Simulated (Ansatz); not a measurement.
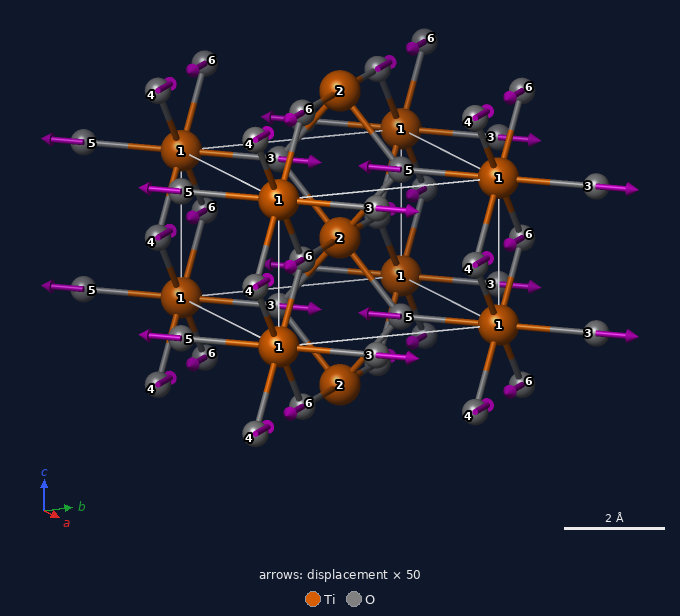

This is a relaxation of crystalline TiO$_{2}$ (set up in P4_2/mnm). The starting structure is drawn; purple arrows show the displacements (the part carried along by the change of the cell is left out), 50 times their true length.

Style: ball-and-stick. Shown: the cell of the calculation, slightly off an axis.

Case: volume × 1.10, shape and atoms relaxed.

These are results of Ansatz 0.2.0, DFT PBE, scalar-relativistic, plane waves, PAW, not measurements.

Input
```yaml
crystal:
  lattice:
    - [4.8210686301, 0.0, 0.0]
    - [0.0, 4.8210686301, 0.0]
    - [0.0, 0.0, 3.0242367274]
  atoms:
    - { symbol: Ti, position: [0.0, 0.0, 0.0] }
    - { symbol: Ti, position: [0.5, 0.5, 0.5] }
    - { symbol: O, position: [0.3081744823, 0.3081744823, 0.0] }
    - { symbol: O, position: [0.1918255177, 0.8081744823, 0.5] }
    - { symbol: O, position: [0.6918255177, 0.6918255177, 0.0] }
    - { symbol: O, position: [0.8081744823, 0.1918255177, 0.5] }
basis:
  ecutwfc: 420
kpoints:
  mp_grid: { grid: [6, 6, 10] }
hamiltonian:
  xc: pbe
scf:
  occupations: { method: gaussian, width: 0.02 }
output:
  forces: true
  stress: true
  eigenvalues: true
  write_density: true
  write_potential: true
  elf: true
  volumetric_format: npy
relax:
  adjacent_minimum: "off"
  f_tol: 0.01
  max_steps: 30
  cell: { stress_tol: 0.1, fix: [volume] }
```

Launched with:
```bash
ansatz run input.yaml --threads 1 --pin off --max-ram 2560MiB --backend cpu --events-out ev --progress --plain --runs-dir out
```

Atoms of which element are displaced furthest, and by how much?

Answer. Oxygen: up to 0.018 Å, against 0.000 Å for titanium.

Describe the change and its energy.

Answer. The energy falls by 14.4 meV per cell of the calculation in 3 accepted moves (4 points after the start). Largest force component: 0.16 eV/Å at the start, 0.0043 eV/Å at the end. The pressure goes from −16.05 to −14.28 GPa. The SCF was repeated once at an unchanged geometry on a basis and grid sized afresh for the cell, which shifted the energy by 0.6 meV per cell of the calculation at most. The largest moves relative to the cell, 0.018 Å, are those of O3, O4, O5 and O6. O3 goes along [1 1 0]. Ti stays in place. The drawn cell changes at constant volume: a = b 4.821 → 4.844 Å (+0.5 %), c 3.024 → 2.996 Å (−0.9 %). Among the contacts that change: Ti1–O3 2.101 → 2.129 Å, Ti1–Ti1 3.024 → 2.996 Å, Ti1–O4 1.999 → 1.981 Å. The space group stays P4_2/mnm (No. 136).
